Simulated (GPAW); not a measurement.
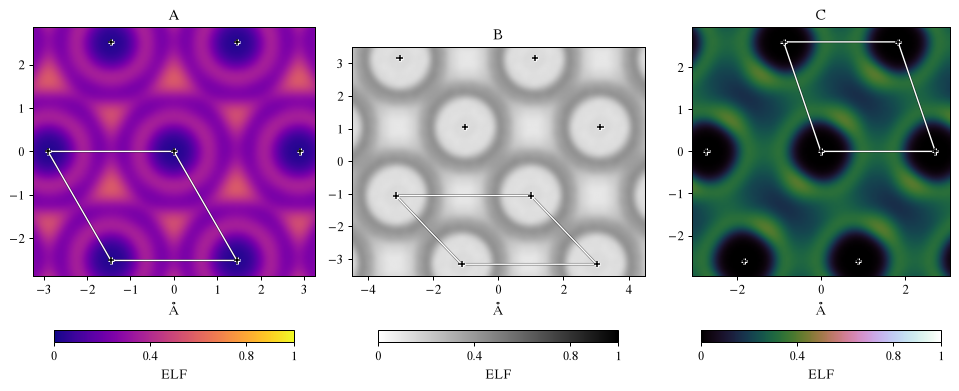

The ELF of 3 systems, each on a plane through atoms (crosses mark nuclei in the plane).

Method: Kohn-Sham DFT of a periodic cell, PBE, GPAW PAW data sets (gpaw-data 1.2.1) (GPAW).

System 1: Ta, the (001) plane of the conventional cell. Space group P6₃/mmc; a structure from a database of computed crystals, not necessarily the ambient phase.

```
Ta
1.0
     2.90037    0.00000    0.00000
    -1.45019    2.51180    0.00000
     0.00000    0.00000    5.16627
Ta
2
Direct
  0.33333 0.66667 0.25000
  0.66667 0.33333 0.75000
```

System 2: Pt, the (010) plane of the conventional cell. Space group P-1; a structure from a database of computed crystals, not necessarily the ambient phase.

```xyz
1
Lattice="-1.5675 -1.5651 1.5795 1.5822 -1.5850 -1.5847 1.5882 1.5703 1.6054" Properties=species:S:1:pos:R:3 pbc="T T T"
Pt    0.0000    0.0000    0.0000
```

System 3: Ge, the (010) plane of the standardised cell. Space group P-1; a structure from a database of computed crystals, not necessarily the ambient phase; computed pressure about 4 GPa in this cell.

```xyz
2
Lattice="-4.1428 0.0569 -0.0005 0.0005 -0.0082 4.2351 2.0430 2.0777 -0.0039" Properties=species:S:1:pos:R:3 pbc="T T T"
Ge    0.0000    0.0000    0.0000
Ge   -2.0712    0.0243    2.1173
```

> Match each panel to its system.

Panel A is system 1, Ta: the plane holds Ta. Ta–Ta (2.90 Å): the ELF is about 0.30 at the midpoint: no shared electron pair shows on this line. Panel B is system 3, Ge: the plane holds Ge. Ge–Ge (2.91 Å): the ELF is about 0.40 at the midpoint. Panel C is system 2, Pt: the plane holds Pt. Pt–Pt (2.72 Å): the ELF is about 0.30 at the midpoint.
